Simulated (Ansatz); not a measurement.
## Geometry relaxation of Ge$_{2}$H (part 1 of 2)

- system: Ge$_{2}$H (slab, 24 atoms in the cell)
- method: DFT PBE+D3(BJ), scalar-relativistic, plane waves, PAW, no spin polarisation (Ansatz 0.2.0)

The structure derives from an entry of the Crystallography Open Database. The input holds or restrains some coordinates. Forces given for the steps count only the free coordinates. It belongs to a series of runs on one base structure; here: clean slab, lower planes held.

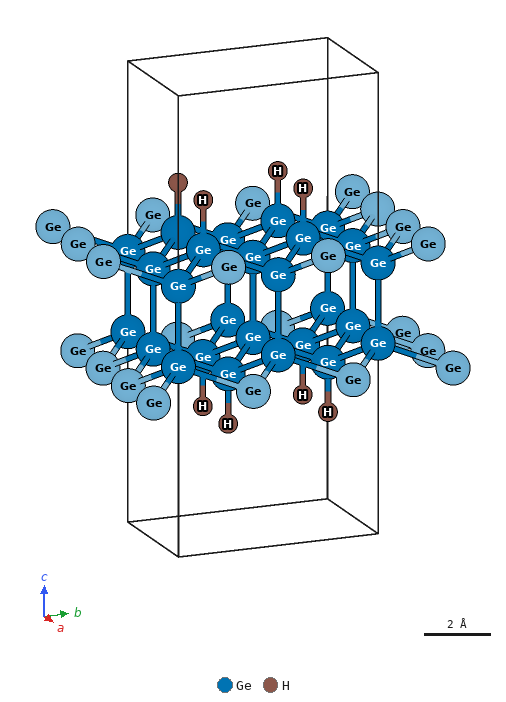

Fig. 1: The input geometry (ball-and-stick view of the cell of the calculation, with the vacuum cut short, seen slightly off an axis; neighbours outside the cell are drawn fainter). An atom can appear more than once, as a periodic image. Near neighbours in the periodic cell (some may lie outside the picture): Ge has 3 Ge at 2.47 Å and 1 H at 1.53 Å; Ge has 4 Ge at 2.47 Å; H has 1 Ge at 1.53 Å.

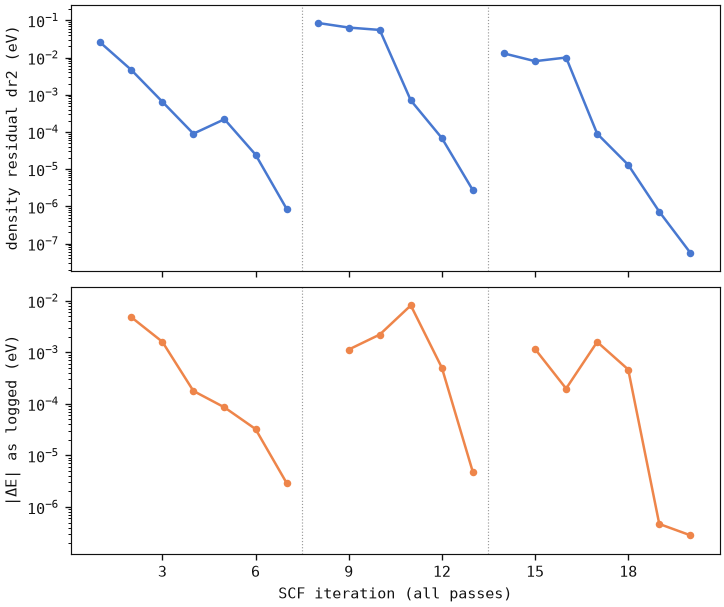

Fig. 2: Convergence of the self-consistent field: density residual dr2 and size of the energy change against the SCF iteration. The dotted lines part the SCF passes of the relaxation: geometry steps, rejected trials and re-solves on a re-selected basis. The passes take 7, 6 and 7 iterations.

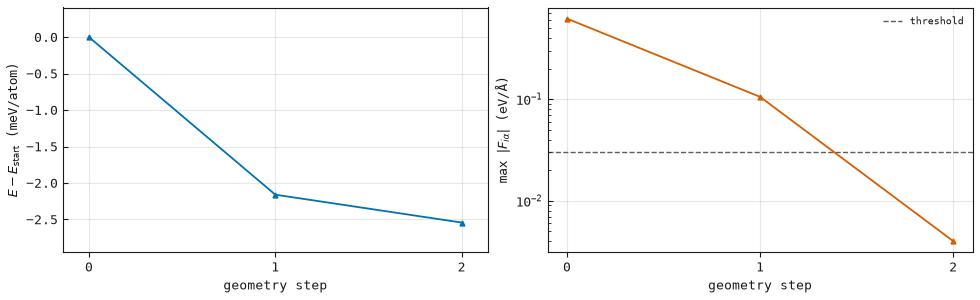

Fig. 3: Progress of the restrained relaxation, step by step (the first geometry is step 0 here and step 1 in the log).

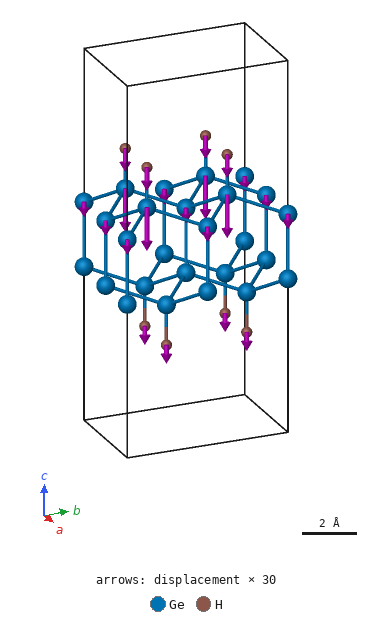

Fig. 4: The starting structure with the displacements as pink arrows, magnified 30 times (ball-and-stick view of the cell of the calculation, with the vacuum cut short, seen slightly off an axis). The energy falls by 2.5 meV per atom in 2 geometry steps. The largest force component goes from 0.62 to 0.004 eV/Å. The largest moves, 0.055 Å, are those of Ge13, Ge14, Ge15 and Ge16. By element the largest moves are Ge 0.055 Å, H 0.030 Å. The cell doesn't change. Distances before and after: Ge13–H21 1.530 → 1.555 Å, Ge1–H17 1.530 → 1.554 Å, Ge5–Ge11 2.468 → 2.448 Å, Ge10–Ge13 2.468 → 2.456 Å. (Atoms are counted from 1 in the order of the input.)

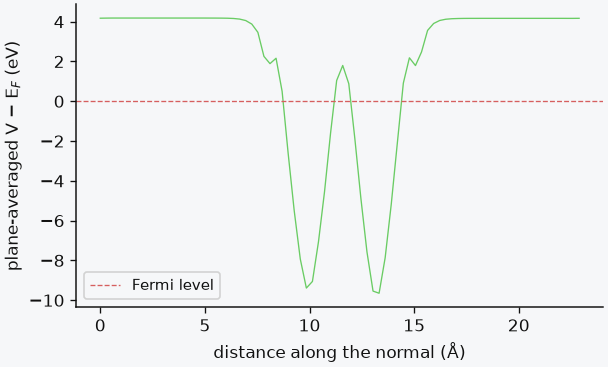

Fig. 5: Plane average of the electrostatic potential energy of an electron across the cell, from the Fermi level. The vacuum level lies 4.17 eV above the Fermi level.

The input and output of the run follow.

**Input**
```yaml
crystal:
  lattice:
    - [8.0601468051, 0.0, 0.0]
    - [-4.0300734025, 6.9802918914, 0.0]
    - [0.0, 0.0, 23.1731764426]
  atoms:
    - { symbol: Ge, position: [0.6666666667, 0.3333333333, 0.4112513459] }
    - { symbol: Ge, position: [0.6666666667, 0.8333333333, 0.4112513459] }
    - { symbol: Ge, position: [0.1666666667, 0.3333333333, 0.4112513459] }
    - { symbol: Ge, position: [0.1666666667, 0.8333333333, 0.4112513459] }
    - { symbol: Ge, position: [0.5, 0.5, 0.4467508075] }
    - { symbol: Ge, position: [0.5, 0.0, 0.4467508075] }
    - { symbol: Ge, position: [0.0, 0.5, 0.4467508075] }
    - { symbol: Ge, position: [0.0, 0.0, 0.4467508075] }
    - { symbol: Ge, position: [0.0, 0.5, 0.5532491925] }
    - { symbol: Ge, position: [0.0, 0.0, 0.5532491925] }
    - { symbol: Ge, position: [0.5, 0.5, 0.5532491925] }
    - { symbol: Ge, position: [0.5, 0.0, 0.5532491925] }
    - { symbol: Ge, position: [0.8333333333, 0.6666666667, 0.5887486541] }
    - { symbol: Ge, position: [0.8333333333, 0.1666666667, 0.5887486541] }
    - { symbol: Ge, position: [0.3333333333, 0.6666666667, 0.5887486541] }
    - { symbol: Ge, position: [0.3333333333, 0.1666666667, 0.5887486541] }
    - { symbol: H, position: [0.6666666667, 0.3333333333, 0.3452267332] }
    - { symbol: H, position: [0.6666666667, 0.8333333333, 0.3452267332] }
    - { symbol: H, position: [0.1666666667, 0.3333333333, 0.3452267332] }
    - { symbol: H, position: [0.1666666667, 0.8333333333, 0.3452267332] }
    - { symbol: H, position: [0.8333333333, 0.6666666667, 0.6547732668] }
    - { symbol: H, position: [0.8333333333, 0.1666666667, 0.6547732668] }
    - { symbol: H, position: [0.3333333333, 0.6666666667, 0.6547732668] }
    - { symbol: H, position: [0.3333333333, 0.1666666667, 0.6547732668] }
basis:
  ecutwfc: 420
kpoints:
  mp_grid: { grid: [3, 3, 1] }
hamiltonian:
  xc: pbe
  dispersion: d3bj
scf:
  occupations: { method: gaussian, width: 0.1 }
output:
  forces: true
  eigenvalues: true
relax:
  adjacent_minimum: "off"
  f_tol: 0.03
  max_steps: 70
  constraints: [{ sites: [0, 1, 2, 3, 4, 5, 6, 7] }]
efield:
  axis: 3
  dipole_correction: true
  ramp_width: 0.04
```

Launch command:
```bash
ansatz run input.yaml --threads 4 --pin off --max-ram 10240MiB --backend cpu --events-out ev --progress --plain --runs-dir out
```

**What the program printed**
```
Engine: ansatz 0.2.0, x86_64-unknown-linux-gnu
Pseudopotentials: kind: paw
Pseudopotential: Ge, paw, valence charge 14, recommended cutoff 420 eV (normal), Ge.paw.azcp
Pseudopotential: H, paw, valence charge 1, recommended cutoff 420 eV (normal), H.paw.azcp
Functional definition: PBE
  parameter kappa = 0.804
  parameter beta = 0.06672455060314922
  exchange = pbe_x(kappa = kappa, mu = beta*pi^2/3)
  correlation = pbe_c(beta = beta)
Crystal: 24 atoms, lattice volume = 1303.773 Å³
Basis set: ecut = 420 eV, 25511 PW (Γ), exchange–correlation on 108×108×320 points (8 copies of the dense FFT grid, shifted against one another)
Bands: 140, of which v1, the nominal top of the filled ones, is band 116 counted from 1 (115 counted from 0)
Symmetry: 24 space group operations
k-points: 3 of 9 (time reversal used)
Non-local potential: Ge, projectors of the file, l = 0: 2, l = 1: 2, l = 2: 3, l = 3: 1
Non-local potential: H, projectors of the file, l = 0: 2, l = 1: 1
PAW form: soft (Blöchl's): semilocal exchange-correlation on the pseudo side does not see the compensation charge
PAW one-centre angular grid: Ge, 590 points (default); XC on 64 Gauss nodes
PAW one-centre angular grid: H, 110 points (default); XC on 64 Gauss nodes
Initial density: superposition of atomic densities (neutral atoms: chi_scale 0, normalization atom), corrected by the library's trained network
Initial wavefunctions: pseudopotential atomic-orbital guess
Functional: x = pbe(κ = 0.804, μ = 0.2195149727645171), c = pbe(β = 0.06672455060314922)
SCF iter   1: F=—  HF=-68848.087880 eV  |F-HF|=—  |Δ(HF+E_count)|=         —  Δρ=1.06e-3  dr2=2.54e-2  ethr=1.77e-3  p=0.000 e·Å  D=7.51e-16 V/Å  ΔV_dip=-0.00 eV  dr2_dipole=1.49e-8  V_vac-E_F(+/−)=4.27/4.27 eV  ⟨swp⟩=6.3  Hψ=1575  notcnv=0  defer=2
efield: sawtooth ramp at fractional position 0.9800 (placed from the atoms, in the widest stretch of the axis that holds none; the zero of the levels goes with the place), width 0.0400; the density the first Hamiltonian is built on has a dipole p = 0.000 e·Å; the dipole correction subtracts the counter field D = 7.51e-16 V/Å, which shifts the + side's vacuum level by -0.00 eV against the − side's; the planar-averaged density in the ramp window peaks in size at 2.2e-5 e/Å³
preconditioner: auto → Resta (q_TF=auto, 2.046 Å⁻¹)  ε∞=1.5  [insulator: Δε(μ)=0.748 eV  Ē_g=21.796 eV  σ=0.100 eV  W_gap=1.00  n_scr=188 (ndim 8)  ℏωp=15.7 eV  f_vac=0.652  D(μ)=0.00/eV (n_scr^D=0)  ε∞_Penn≈1.5  vacuum switching on, ρ_ref=3.4e-2 e/Å³]
SCF iter   2: F=—  HF=-68848.083082 eV  |F-HF|=—  |Δ(HF+E_count)|=   4.80e-3  Δρ=4.82e-4  dr2=4.65e-3  ethr=1.10e-5  p=-0.000 e·Å  D=-2.31e-5 V/Å  ΔV_dip=0.00 eV  dr2_dipole=1.09e-7  V_vac-E_F(+/−)=4.15/4.15 eV  ⟨swp⟩=2.0  Hψ=831  notcnv=0  defer=2
SCF iter   3: F=—  HF=-68848.084682 eV  |F-HF|=—  |Δ(HF+E_count)|=   1.60e-3  Δρ=2.13e-4  dr2=6.50e-4  ethr=2.00e-6  p=0.001 e·Å  D=6.94e-5 V/Å  ΔV_dip=-0.00 eV  dr2_dipole=1.13e-6  V_vac-E_F(+/−)=4.09/4.10 eV  ⟨swp⟩=2.0  Hψ=720  notcnv=0  defer=2
SCF iter   4: F=—  HF=-68848.084860 eV  |F-HF|=—  |Δ(HF+E_count)|=   1.78e-4  Δρ=7.30e-5  dr2=9.00e-5  ethr=2.80e-7  p=-0.001 e·Å  D=-1.22e-4 V/Å  ΔV_dip=0.00 eV  dr2_dipole=3.60e-6  V_vac-E_F(+/−)=4.07/4.06 eV  ⟨swp⟩=2.0  Hψ=720  notcnv=0  defer=2
SCF iter   5: F=—  HF=-68848.084945 eV  |F-HF|=—  |Δ(HF+E_count)|=   8.55e-5  Δρ=4.27e-5  dr2=2.20e-4  ethr=3.88e-8  p=0.003 e·Å  D=4.69e-4 V/Å  ΔV_dip=-0.01 eV  dr2_dipole=5.13e-5  V_vac-E_F(+/−)=4.06/4.07 eV  ⟨swp⟩=2.7  Hψ=722  notcnv=0  defer=2
SCF iter   6: F=—  HF=-68848.084913 eV  |F-HF|=—  |Δ(HF+E_count)|=   3.25e-5  Δρ=1.63e-5  dr2=2.47e-5  ethr=3.88e-8  p=-0.001 e·Å  D=-1.92e-4 V/Å  ΔV_dip=0.00 eV  dr2_dipole=8.57e-6  V_vac-E_F(+/−)=4.06/4.06 eV  ⟨swp⟩=2.0  Hψ=441  notcnv=0  defer=2
SCF iter   7: F=-68848.084912 eV  HF=-68848.084910 eV  |F-HF|=1.96e-6  |Δ(HF+E_count)|=   2.93e-6  Δρ=8.15e-6  dr2=8.66e-7  ethr=9.70e-9  p=0.000 e·Å  D=2.63e-6 V/Å  ΔV_dip=-0.00 eV  dr2_dipole=1.54e-9  V_vac-E_F(+/−)=4.06/4.06 eV  ⟨swp⟩=12.0  Hψ=1650  notcnv=0
SCF 1 converged in 7 iterations: F = -68848.084912 eV  dr2 = 8.66e-7
  greatest PAW one-centre occupation: 0.998 electrons in one spin orbital (limit 2), on the Ge atom at site 3 (counted from 0), in its partial waves of l = 2
relax step   1: F+E_penalty+E_count = -68848.08491167 eV  Δ(F+E_penalty+E_count) = +0.000e0 eV  max|allowed force component| = 6.213e-1 eV/Å  Δτ_max = 0.0000 Å  (7 SCF iters, dr2 threshold 2.25e-5 eV, accepted)
Initial density: handed on by an earlier stage of this run
Initial wavefunctions: those handed on with the density
iter 1 solved again at ethr=3.57e-5 eV; its pass at ethr=3.10e-3 eV (dr2=8.29e-2 eV) is discarded
SCF iter   1: F=—  HF=-68848.148700 eV  |F-HF|=—  |Δ(HF+E_count)|=         —  Δρ=3.21e-3  dr2=8.51e-2  ethr=3.57e-5  p=0.000 e·Å  D=3.86e-6 V/Å  ΔV_dip=-0.00 eV  dr2_dipole=5.83e-3  V_vac-E_F(+/−)=4.14/4.14 eV  ⟨swp⟩=2.0  Hψ=1237  notcnv=0  defer=45
efield: sawtooth ramp at fractional position 0.9800 (handed on by an earlier solve), width 0.0400; the density the first Hamiltonian is built on has a dipole p = 0.000 e·Å; the dipole correction subtracts the counter field D = 3.86e-6 V/Å, which shifts the + side's vacuum level by -0.00 eV against the − side's; the planar-averaged density in the ramp window peaks in size at 1.3e-5 e/Å³
preconditioner: auto → Resta (q_TF=auto, 2.046 Å⁻¹)  ε∞=1.5  [insulator: Δε(μ)=0.665 eV  Ē_g=21.825 eV  σ=0.100 eV  W_gap=1.00  n_scr=188 (ndim 8)  ℏωp=15.7 eV  f_vac=0.653  D(μ)=0.00/eV (n_scr^D=0)  ε∞_Penn≈1.5  vacuum switching on, ρ_ref=3.5e-2 e/Å³]
SCF iter   2: F=—  HF=-68848.147574 eV  |F-HF|=—  |Δ(HF+E_count)|=   1.13e-3  Δρ=1.38e-3  dr2=6.39e-2  ethr=3.57e-5  p=0.101 e·Å  D=1.40e-2 V/Å  ΔV_dip=-0.33 eV  dr2_dipole=2.27e-2  V_vac-E_F(+/−)=4.00/4.32 eV  ⟨swp⟩=2.0  Hψ=455  notcnv=0  defer=45
SCF iter   3: F=—  HF=-68848.145368 eV  |F-HF|=—  |Δ(HF+E_count)|=   2.21e-3  Δρ=1.28e-3  dr2=5.51e-2  ethr=2.75e-5  p=-0.040 e·Å  D=-5.55e-3 V/Å  ΔV_dip=0.13 eV  dr2_dipole=1.72e-2  V_vac-E_F(+/−)=4.24/4.11 eV  ⟨swp⟩=2.3  Hψ=480  notcnv=0  defer=45
SCF iter   4: F=—  HF=-68848.137243 eV  |F-HF|=—  |Δ(HF+E_count)|=   8.12e-3  Δρ=2.27e-4  dr2=7.05e-4  ethr=2.38e-5  p=0.017 e·Å  D=2.34e-3 V/Å  ΔV_dip=-0.05 eV  dr2_dipole=2.24e-5  V_vac-E_F(+/−)=4.19/4.24 eV  ⟨swp⟩=2.0  Hψ=421  notcnv=0  defer=45
SCF iter   5: F=—  HF=-68848.136741 eV  |F-HF|=—  |Δ(HF+E_count)|=   5.02e-4  Δρ=7.63e-5  dr2=6.86e-5  ethr=3.04e-7  p=0.012 e·Å  D=1.68e-3 V/Å  ΔV_dip=-0.04 eV  dr2_dipole=3.57e-7  V_vac-E_F(+/−)=4.19/4.23 eV  ⟨swp⟩=2.0  Hψ=499  notcnv=0  defer=45
SCF iter   6: F=-68848.136747 eV  HF=-68848.136746 eV  |F-HF|=1.01e-6  |Δ(HF+E_count)|=   4.71e-6  Δρ=1.72e-5  dr2=2.71e-6  ethr=1.04e-8  p=0.010 e·Å  D=1.35e-3 V/Å  ΔV_dip=-0.03 eV  dr2_dipole=1.29e-7  V_vac-E_F(+/−)=4.19/4.23 eV  ⟨swp⟩=11.0  Hψ=1761  notcnv=0
SCF 2 converged in 6 iterations: F = -68848.136747 eV  dr2 = 2.71e-6
  greatest PAW one-centre occupation: 0.998 electrons in one spin orbital (limit 2), on the Ge atom at site 15 (counted from 0), in its partial waves of l = 2
relax step   2: F+E_penalty+E_count = -68848.13674690 eV  Δ(F+E_penalty+E_count) = -5.184e-2 eV  max|allowed force component| = 1.056e-1 eV/Å  Δτ_max = 0.0806 Å  (6 SCF iters, dr2 threshold 2.41e-5 eV, accepted)
SCF iter   1: F=—  HF=-68848.148947 eV  |F-HF|=—  |Δ(HF+E_count)|=         —  Δρ=1.20e-3  dr2=1.29e-2  ethr=5.54e-5  p=0.010 e·Å  D=1.35e-3 V/Å  ΔV_dip=-0.03 eV  dr2_dipole=7.18e-4  V_vac-E_F(+/−)=4.16/4.19 eV  ⟨swp⟩=2.3  Hψ=644  notcnv=0  defer=45
efield: sawtooth ramp at fractional position 0.9800 (handed on by an earlier solve), width 0.0400; the density the first Hamiltonian is built on has a dipole p = 0.010 e·Å; the dipole correction subtracts the counter field D = 1.35e-3 V/Å, which shifts the + side's vacuum level by -0.03 eV against the − side's; the planar-averaged density in the ramp window peaks in size at 1.6e-5 e/Å³
preconditioner: auto → Resta (q_TF=auto, 2.046 Å⁻¹)  ε∞=1.5  [insulator: Δε(μ)=0.670 eV  Ē_g=21.808 eV  σ=0.100 eV  W_gap=1.00  n_scr=188 (ndim 8)  ℏωp=15.7 eV  f_vac=0.650  D(μ)=0.00/eV (n_scr^D=0)  ε∞_Penn≈1.5  vacuum switching on, ρ_ref=3.4e-2 e/Å³]
SCF iter   2: F=—  HF=-68848.147783 eV  |F-HF|=—  |Δ(HF+E_count)|=   1.16e-3  Δρ=5.20e-4  dr2=7.98e-3  ethr=5.57e-6  p=-0.026 e·Å  D=-3.61e-3 V/Å  ΔV_dip=0.08 eV  dr2_dipole=2.68e-3  V_vac-E_F(+/−)=4.23/4.15 eV  ⟨swp⟩=2.0  Hψ=554  notcnv=0  defer=45
SCF iter   3: F=—  HF=-68848.147981 eV  |F-HF|=—  |Δ(HF+E_count)|=   1.98e-4  Δρ=4.53e-4  dr2=1.00e-2  ethr=3.44e-6  p=0.029 e·Å  D=3.99e-3 V/Å  ΔV_dip=-0.09 eV  dr2_dipole=3.45e-3  V_vac-E_F(+/−)=4.14/4.23 eV  ⟨swp⟩=2.0  Hψ=436  notcnv=0  defer=45
SCF iter   4: F=—  HF=-68848.146387 eV  |F-HF|=—  |Δ(HF+E_count)|=   1.59e-3  Δρ=9.12e-5  dr2=8.99e-5  ethr=3.44e-6  p=0.001 e·Å  D=1.92e-4 V/Å  ΔV_dip=-0.00 eV  dr2_dipole=9.04e-6  V_vac-E_F(+/−)=4.18/4.18 eV  ⟨swp⟩=2.0  Hψ=434  notcnv=0  defer=45
SCF iter   5: F=—  HF=-68848.145923 eV  |F-HF|=—  |Δ(HF+E_count)|=   4.64e-4  Δρ=3.37e-5  dr2=1.31e-5  ethr=3.88e-8  p=0.004 e·Å  D=5.29e-4 V/Å  ΔV_dip=-0.01 eV  dr2_dipole=1.83e-8  V_vac-E_F(+/−)=4.17/4.18 eV  ⟨swp⟩=2.0  Hψ=494  notcnv=0  defer=45
SCF iter   6: F=—  HF=-68848.145922 eV  |F-HF|=—  |Δ(HF+E_count)|=   4.69e-7  Δρ=7.96e-6  dr2=7.24e-7  ethr=5.64e-9  p=0.005 e·Å  D=6.41e-4 V/Å  ΔV_dip=-0.01 eV  dr2_dipole=2.81e-9  V_vac-E_F(+/−)=4.17/4.18 eV  ⟨swp⟩=2.0  Hψ=480  notcnv=0  defer=45
SCF iter   7: F=-68848.145922 eV  HF=-68848.145922 eV  |F-HF|=1.23e-7  |Δ(HF+E_count)|=   2.83e-7  Δρ=2.56e-6  dr2=5.69e-8  ethr=4.31e-11  p=0.005 e·Å  D=6.71e-4 V/Å  ΔV_dip=-0.02 eV  dr2_dipole=1.66e-11  V_vac-E_F(+/−)=4.17/4.18 eV  ⟨swp⟩=10.0  Hψ=2068  notcnv=0
SCF 3 converged in 7 iterations: F = -68848.145922 eV  dr2 = 5.69e-8
relax step   3: F+E_penalty+E_count = -68848.14592246 eV  Δ(F+E_penalty+E_count) = -9.176e-3 eV  max|allowed force component| = 4.014e-3 eV/Å  Δτ_max = 0.0318 Å  (7 SCF iters, accepted)
SCF converged after 7 iterations
Free energy (F): -68848.145922 eV
Harris-Foulkes:  -68848.145922 eV  (|F-HF|=1.23e-7)
Internal energy: -68848.145922 eV  (E = F + TS)
E sigma→0 (E₀):  -68848.145922 eV
Entropy (-TS):   -0.000000 eV (-0.000 meV/atom)
Fermi energy:    -0.513294 eV
Dipole field:    D = 0.000673 V/Å  (p = 0.004852 e·Å, saw-weighted, corrected)
Work function:   Φ+ = 4.1676 eV   Φ− = 4.1832 eV
Levels:          The Fermi level and band energies are counted from a zero that moves with the ramp; work functions are not
```
